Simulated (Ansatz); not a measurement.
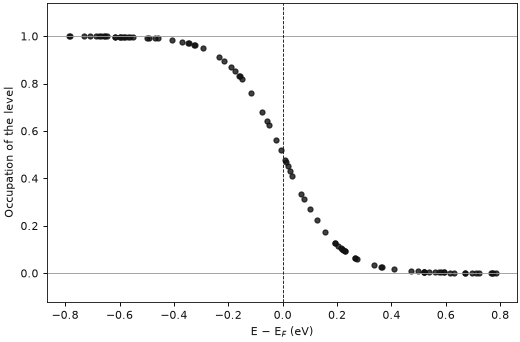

Occupations of the one-electron levels of the k mesh against their energy, from a run on TiSi, space group Cmmm, 2 atoms in the cell, with Ansatz.

Name the smearing function and its width.

Fermi-Dirac smearing with a width of 0.1 eV. The occupations stay between 0 and 1 and have long exponential tails; the slope at the Fermi level is 1/(4 × width).
